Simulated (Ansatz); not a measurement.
## Single-point calculation, with input and output: GaP₄

- system: GaP₄ (P1, 10 atoms in the cell)
- method: DFT PBE, scalar-relativistic, plane waves, PAW, no spin polarisation (Ansatz 0.2.0)

The structure was made by a generator, so it may or may not be a known phase. Figures and captions count atoms from 1; the log counts them from 0 in places.

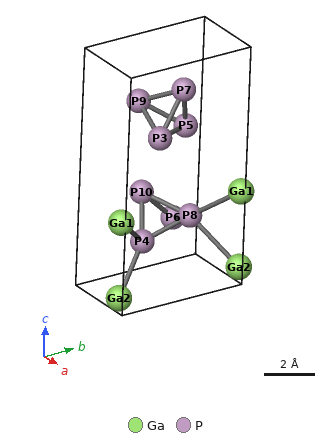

The input geometry (ball-and-stick view of the cell of the calculation, seen slightly off an axis; atoms are numbered from 1 in the order of the input).

Input file:
```yaml
crystal:
  lattice:
    - [5.2017992209, 0.0, 0.0]
    - [0.2139191034, 5.2054319296, 0.0]
    - [1.0310287397, 1.7194232284, 10.0676687755]
  atoms:
    - { symbol: Ga, position: [0.9162208261, 0.9974639592, 0.3811485694] }
    - { symbol: Ga, position: [0.8700011985, 0.0209610917, 0.0541249382] }
    - { symbol: P, position: [0.8157427391, 0.3369834934, 0.6786683722] }
    - { symbol: P, position: [0.6122418526, 0.3029597253, 0.2233781776] }
    - { symbol: P, position: [0.5320920431, 0.6626639341, 0.6536668185] }
    - { symbol: P, position: [0.1961633527, 0.7173122045, 0.2163505481] }
    - { symbol: P, position: [0.7141877067, 0.5619403905, 0.8416670963] }
    - { symbol: P, position: [0.6007635127, 0.7007099235, 0.2784357978] }
    - { symbol: P, position: [0.4330665114, 0.297585655, 0.7927250778] }
    - { symbol: P, position: [0.3095202572, 0.4014196228, 0.3798346042] }
basis:
  ecutwfc: 420
kpoints:
  mp_grid: { grid: [4, 4, 2] }
hamiltonian:
  xc: pbe
scf:
  occupations: { method: gaussian, width: 0.1 }
  lower_state_search: "off"
output:
  forces: true
  stress: true
  eigenvalues: true
```

Hardware: 1 thread of Arm Neoverse V1, 24 GiB of memory available, shared host.

Command:
```bash
ansatz run input.yaml --threads 1 --pin off --max-ram 2560MiB --backend cpu --events-out ev --progress --plain --runs-dir out
```

Output:
```
Engine: ansatz 0.2.0, aarch64-unknown-linux-gnu
Pseudopotentials: kind: paw
Pseudopotential: Ga, paw, valence charge 13, recommended cutoff 420 eV (normal), Ga.paw.azcp
Pseudopotential: P, paw, valence charge 5, recommended cutoff 420 eV (normal), P.paw.azcp
Functional definition: PBE
  parameter kappa = 0.804
  parameter beta = 0.06672455060314922
  exchange = pbe_x(kappa = kappa, mu = beta*pi^2/3)
  correlation = pbe_c(beta = beta)
Crystal: 10 atoms, lattice volume = 272.608 Å³
Basis set: ecut = 420 eV, 5335 PW (Γ), exchange–correlation on 72×72×144 points (8 copies of the dense FFT grid, shifted against one another)
Bands: 43, of which v1, the nominal top of the filled ones, is band 33 counted from 1 (32 counted from 0)
Symmetry: 1 space group operations
Space group: P1 (ITA 1), of the structure as read, at distance tolerance 6.5e-5 Å
k-points: 20 of 32 (time reversal used)
Non-local potential: Ga, projectors of the file, l = 0: 2, l = 1: 2, l = 2: 3, l = 3: 1
Non-local potential: P, projectors of the file, l = 0: 2, l = 1: 2, l = 2: 2
PAW form: soft (Blöchl's): semilocal exchange-correlation on the pseudo side does not see the compensation charge
PAW one-centre angular grid: Ga, 590 points (default); XC on 64 Gauss nodes
PAW one-centre angular grid: P, 110 points (default); XC on 64 Gauss nodes
Initial density: superposition of atomic densities (neutral atoms: chi_scale 0, normalization atom), corrected by the library's trained network
Initial wavefunctions: pseudopotential atomic-orbital guess
Functional: x = pbe(κ = 0.804, μ = 0.2195149727645171), c = pbe(β = 0.06672455060314922)
SCF iter   1: F=—  HF=-13608.968405 eV  |F-HF|=—  |Δ(HF+E_count)|=         —  Δρ=6.41e-3  dr2=3.60e-1  ethr=1.77e-3  ⟨swp⟩=8.3  Hψ=4802  notcnv=0
preconditioner: auto → Resta (q_TF=auto, 2.154 Å⁻¹)  ε∞=3.9  [insulator: Δε(μ)=0.377 eV  Ē_g=10.724 eV  σ=0.100 eV  W_gap=0.99  n_scr=46 (ndim 8)  ℏωp=18.3 eV  f_vac=0.052  D(μ)=0.03/eV (n_scr^D=0)  ε∞_Penn≈3.9]
SCF iter   2: F=—  HF=-13608.891474 eV  |F-HF|=—  |Δ(HF+E_count)|=   7.69e-2  Δρ=3.01e-3  dr2=5.85e-2  ethr=5.46e-4  ⟨swp⟩=2.3  Hψ=1315  notcnv=0  defer=68
SCF iter   3: F=—  HF=-13608.881600 eV  |F-HF|=—  |Δ(HF+E_count)|=   9.87e-3  Δρ=1.32e-3  dr2=1.80e-2  ethr=8.87e-5  ⟨swp⟩=2.4  Hψ=1289  notcnv=0  defer=48
automatic band count: iteration 3 solves 42 bands in place of 43: the levels show a gap, and the empty bands left out lie too high to hold charge; the band table lists the bands solved (type scf.n_extra_bands for more)
SCF iter   4: F=—  HF=-13608.880229 eV  |F-HF|=—  |Δ(HF+E_count)|=   1.37e-3  Δρ=5.75e-4  dr2=1.79e-3  ethr=2.73e-5  ⟨swp⟩=2.5  Hψ=1085  notcnv=0  defer=48
SCF iter   5: F=—  HF=-13608.880796 eV  |F-HF|=—  |Δ(HF+E_count)|=   5.67e-4  Δρ=2.12e-4  dr2=2.66e-4  ethr=2.71e-6  ⟨swp⟩=2.5  Hψ=1512  notcnv=0  defer=48
SCF iter   6: F=—  HF=-13608.880794 eV  |F-HF|=—  |Δ(HF+E_count)|=   1.77e-6  Δρ=8.95e-5  dr2=3.33e-5  ethr=4.03e-7  ⟨swp⟩=2.0  Hψ=1449  notcnv=0  defer=48
SCF iter   7: F=—  HF=-13608.880878 eV  |F-HF|=—  |Δ(HF+E_count)|=   8.37e-5  Δρ=3.55e-5  dr2=5.68e-6  ethr=5.05e-8  ⟨swp⟩=2.3  Hψ=1532  notcnv=0  defer=52
SCF iter   8: F=—  HF=-13608.880881 eV  |F-HF|=—  |Δ(HF+E_count)|=   2.77e-6  Δρ=1.31e-5  dr2=7.73e-7  ethr=8.61e-9  ⟨swp⟩=2.3  Hψ=1475  notcnv=0  defer=52
SCF iter   9: F=—  HF=-13608.880882 eV  |F-HF|=—  |Δ(HF+E_count)|=   6.47e-7  Δρ=5.63e-6  dr2=1.75e-7  ethr=1.17e-9  ⟨swp⟩=2.5  Hψ=1506  notcnv=0  defer=52
SCF iter  10: F=-13608.880882 eV  HF=-13608.880882 eV  |F-HF|=4.37e-10  |Δ(HF+E_count)|=   7.43e-8  Δρ=1.73e-6  dr2=1.51e-8  ethr=1.52e-10  ⟨swp⟩=14.1  Hψ=4363  notcnv=0
SCF 1 converged in 10 iterations: F = -13608.880882 eV  dr2 = 1.51e-8
  greatest PAW one-centre occupation: 0.995 electrons in one spin orbital (limit 2), on the Ga atom at site 1 (counted from 0), in its partial waves of l = 2
```

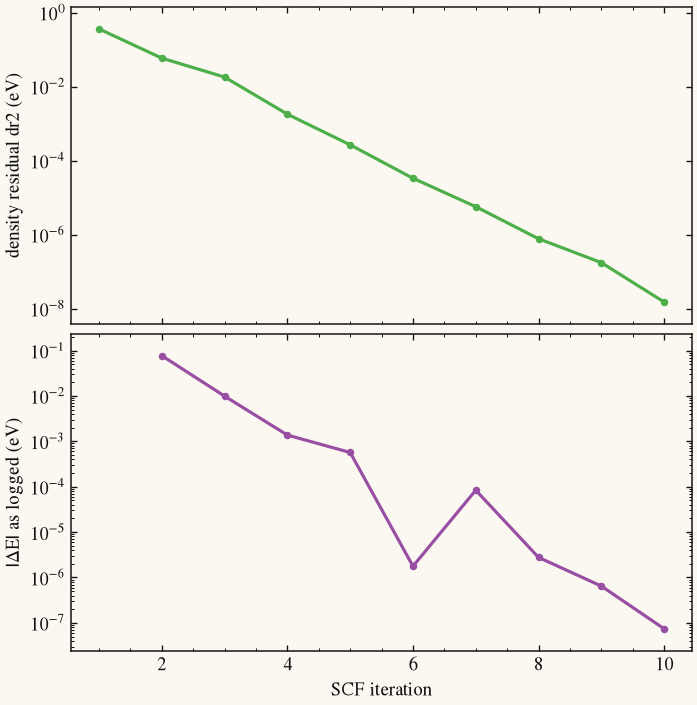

Convergence of the self-consistent field: density residual dr2 and size of the energy change against the SCF iteration. The residual falls at every step.

```
SCF converged after 10 iterations
Free energy (F): -13608.880882 eV
Harris-Foulkes:  -13608.880882 eV  (|F-HF|=4.37e-10)
Internal energy: -13608.880196 eV  (E = F + TS)
E sigma→0 (E₀):  -13608.880539 eV
Entropy (-TS):   -0.000686 eV (-0.069 meV/atom)
Fermi energy:    4.352881 eV
--- Per-component energies (eV) ---
  E_band       = -291.918974
  E_kinetic    = 779.620279
  E_local      = -6329.114050  (includes V_loc(G=0)·N_el)
  E_nonlocal   = 1113.414488
  E_hartree    = 2800.168024
  E_xc         = -623.522642
  E_vxc        = -591.967872  (∫ρ·V_xc dr)
  E_paw        = -8521.391386  (= ΣΔE_a)
  E_vpaw       = -864.203103  (= ΣTr[D̂ρ^β])
  E_aug_tail   = -0.000197  (compensation charges beyond the density's cutoff)
  E_ewald      = -2828.054711
  E_smearing   = -0.000686  (= −TS)
  E_closure    = -0.000000  (closes the sum)
  Σ components = -13608.880882   (vs F -13608.880882, Δ=0.00e0)
--- Forces (eV/Å), atoms counted from 1 ---
  atom   1  Ga     0.00430619    -0.03399799    -0.06220266
  atom   2  Ga    -0.06460940    -0.01490144    -0.03110336
  atom   3  P      0.05367562    -0.06308746    -0.05347430
  atom   4  P      0.07994099    -0.04885481     0.03343312
  atom   5  P     -0.08267045     0.01503508    -0.09835947
  atom   6  P      0.00022918     0.09555856     0.04850877
  atom   7  P      0.11370130     0.05897863     0.12489296
  atom   8  P     -0.06689942    -0.00777997     0.03252696
  atom   9  P     -0.07892767    -0.03550536     0.03688712
  atom  10  P      0.04125185     0.03456745    -0.03112711
  max |Σ_I F_I| component: 1.80e-5 eV/Å
--- Stress (GPa, compression-positive) ---
       -0.007993       0.019752       0.173473
        0.019752      -0.179608       0.075608
        0.173473       0.075608       0.139766
  P = ⅓ Tr σ = -0.0159 GPa (-0.159 kbar)
--- Band table (eV; the first three rows and the last of 20) ---
  k-point 0: bands = ["-11.7531", "-10.9911", "-10.9765", "-10.9700", "-10.9526", "-10.9322", "-10.8272", "-10.2594", "-10.2325", "-10.2192", "-10.2088", "-10.1793", "-5.9846", "-5.5531", "-5.1583", "-4.8468", "-4.7327", "-4.0864", "-2.9583", "-1.3050", "-0.7901", "-0.5447", "0.3598", "0.6104", "0.8132", "1.0400", "1.3111", "1.4169", "1.5291", "1.8156", "2.2205", "3.0836", "3.7105", "4.6298", "5.1456", "5.6280", "6.0724", "6.3366", "6.4976", "6.5091", "6.8265", "7.2019"]
  k-point 1: bands = ["-11.7523", "-10.9917", "-10.9765", "-10.9700", "-10.9526", "-10.9323", "-10.8282", "-10.2594", "-10.2325", "-10.2192", "-10.2088", "-10.1793", "-5.9846", "-5.4646", "-5.2408", "-4.8516", "-4.7306", "-4.0998", "-2.9964", "-1.2707", "-0.7891", "-0.5129", "0.3400", "0.7654", "0.8958", "1.0593", "1.1532", "1.3359", "1.6157", "1.7780", "2.2718", "3.0899", "3.3763", "4.6704", "5.0199", "5.7585", "5.9235", "6.5096", "6.5811", "6.6375", "6.8832", "7.2629"]
  k-point 2: bands = ["-11.7274", "-10.9928", "-10.9775", "-10.9688", "-10.9563", "-10.9316", "-10.7394", "-10.2614", "-10.2343", "-10.2161", "-10.1998", "-10.1789", "-6.5627", "-5.3537", "-5.1848", "-5.0708", "-4.7087", "-4.0219", "-2.4905", "-1.5136", "-0.7566", "-0.1193", "0.2732", "0.5265", "0.8012", "1.0385", "1.1991", "1.4862", "1.5916", "1.6910", "2.1405", "2.9742", "3.8055", "4.7227", "5.4229", "5.9319", "6.1175", "6.3337", "6.4731", "6.9293", "7.0120", "7.2014"]
  k-point 19: bands = ["-11.6480", "-10.9943", "-10.9713", "-10.9681", "-10.9539", "-10.9316", "-10.5755", "-10.2400", "-10.2181", "-10.2099", "-10.2090", "-10.1300", "-6.5753", "-6.1711", "-5.2865", "-5.2547", "-5.0712", "-4.7213", "-1.7055", "-1.2185", "-0.2816", "0.0931", "0.2470", "0.4707", "0.6488", "0.7681", "1.7237", "1.9013", "2.2226", "2.7070", "2.8322", "3.2791", "3.4057", "4.6751", "5.3606", "5.5939", "5.7337", "5.9281", "6.3781", "6.4669", "6.9216", "7.0560"]
```

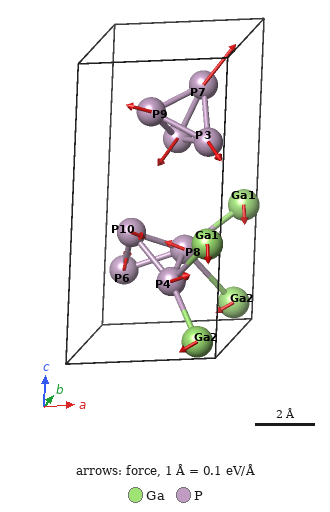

Forces on the atoms as red arrows (ball-and-stick view of the cell of the calculation, seen slightly off an axis; atoms are numbered from 1 in the order of the input). The largest act on P7 (0.18 eV/Å); P5 (0.13 eV/Å); P6 (0.11 eV/Å); P3, P4 (0.10 eV/Å), among others. The geometry is not a stationary point of this energy.

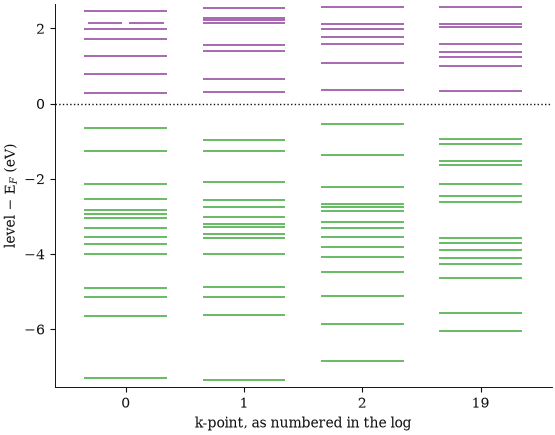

Kohn–Sham levels near the Fermi level (dotted) at the few k-points that the log prints; levels within 0.02 eV of each other stand side by side. Among these points the highest filled and lowest empty levels are 0.82 eV apart; the gap on the full mesh, 0.30 eV, has an edge at a point that isn't printed.

Results in brief:

```json
{"quantity": "outcome", "value": "converged"}
{"quantity": "space group (tolerance 0.01 Å)", "value": "P1 (1)"}
{"quantity": "electrons treated", "value": "66"}
{"quantity": "free energy", "value": "−13608.8809 eV"}
{"quantity": "Fermi energy", "value": "4.353 eV"}
{"quantity": "gap on the k-point mesh", "value": "0.30 eV"}
{"quantity": "pressure", "value": "−0.02 GPa"}
{"quantity": "largest force (length of the vector)", "value": "0.179 eV/Å"}
{"quantity": "wall time", "value": "22 s"}
{"quantity": "peak memory", "value": "0.48 GiB"}
```
